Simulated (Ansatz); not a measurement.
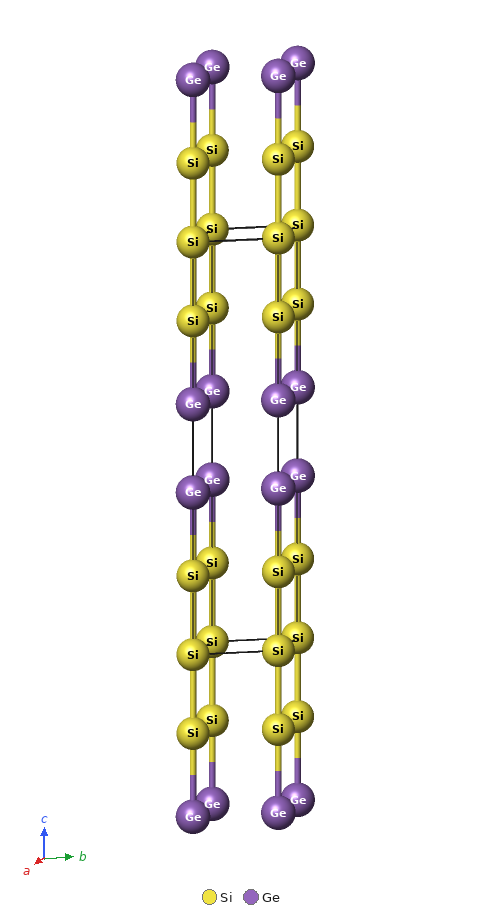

This ball-and-stick model is shown slightly off an axis. Thin lines show the conventional unit cell, with boundary atoms drawn in all their periodic places. Finite groups of bonded atoms are drawn whole. Cell: a = 2.75 Å, b = 2.75 Å, c = 12.83 Å, α = 90.00°, β = 90.00°, γ = 120.00°.

The structure was taken from a structure type filled with these elements by a generator (whether the compound takes this form wasn't checked). Earlier steps of the study may have refined or changed the cell and positions. It was run through Ansatz as a DFT input.

Characterise what is shown.

The stoichiometry is Si3Ge2. Space group P6/mmm (No. 191), lattice primitive hexagonal. Atoms per cell: 5 (3 Si, 2 Ge). Ge is coordinated by one Si at about 2.6 Å. Si takes two kinds of site: 2e with one Si and one Ge in a linear arrangement (about 2.5 Å to Si, 2.6 Å to Ge); 1a with two Si in a linear arrangement at about 2.5 Å. The bonds build separate Si3Ge2 groups.

Theory: DFT PBE, scalar-relativistic, plane waves, PAW in Ansatz. Numerical settings: 420 eV cutoff, an 18×18×4 sampling of the Brillouin zone, Gaussian smearing of 0.1 eV, no spin polarisation.

Is it conducting or gapped at this level?

A metal: bands cross the Fermi level.

What net charge does each kind of atom have (Bader)?

Si -0.02 to +0.01 e; Ge 0.00 e.

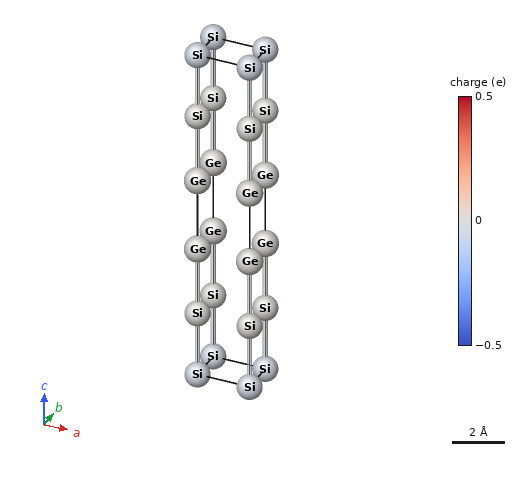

The atoms coloured by those charges. The run's cell of 5 atoms is drawn.

Are forces and stress small enough to call this relaxed?

Yes. All forces vanish to within 0.01 eV/Å. The pressure is 0.0 GPa, close to zero.
